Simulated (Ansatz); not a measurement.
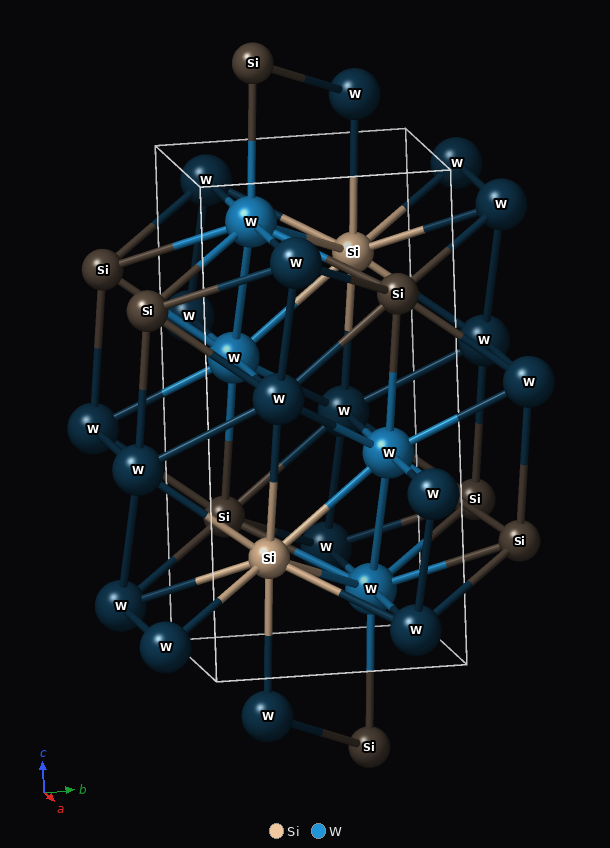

The figure gives a ball-and-stick picture of the atoms, viewed slightly off an axis. Atoms at the boundary of the conventional unit cell (the box) are drawn once for each face, edge or corner they touch. Outside the box, the atoms bonded to those within are drawn, in fainter colours. Cell: a = 2.75 Å, b = 4.19 Å, c = 8.06 Å, α = 90.00°, β = 97.18°, γ = 90.00°.

Starting structure: a structure type filled with these elements by a generator (whether the compound takes this form wasn't checked). Earlier steps of the study may have refined or changed the cell and positions. An electronic-structure calculation with Ansatz was run on it.

**In words:**

The solid is SiW2. Its lattice is primitive monoclinic, its space group P2_1/m (No. 11). Content of the cell: 2 Si, 4 W (Z = 2). Coordination numbers from the bonds drawn: Si 8 and W 8. Not all metal-metal contacts are counted.

Level of theory and settings: DFT PBE, scalar-relativistic, plane waves, PAW in Ansatz, a 420 eV plane-wave basis, k-points about 0.16 Å⁻¹ apart, Gaussian smearing of 0.1 eV, no spin polarisation.

**How large a gap does the method give, if there is one?**

A metal: bands cross the Fermi level.

**How charged are the atoms, by the Bader scheme?**

Si -0.28 e; W +0.12 to +0.16 e.

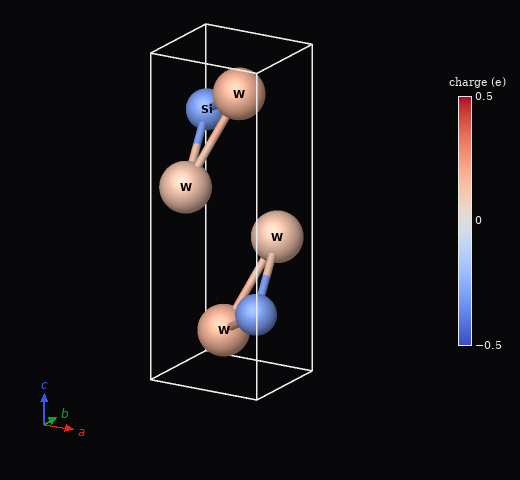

The atoms coloured by those charges. The run's cell of 6 atoms is drawn, so axes and origin can differ from the first picture.

**Can this geometry be taken as optimised?**

Yes. The largest force is 0.01 eV/Å. The pressure is 0.0 GPa, close to zero.
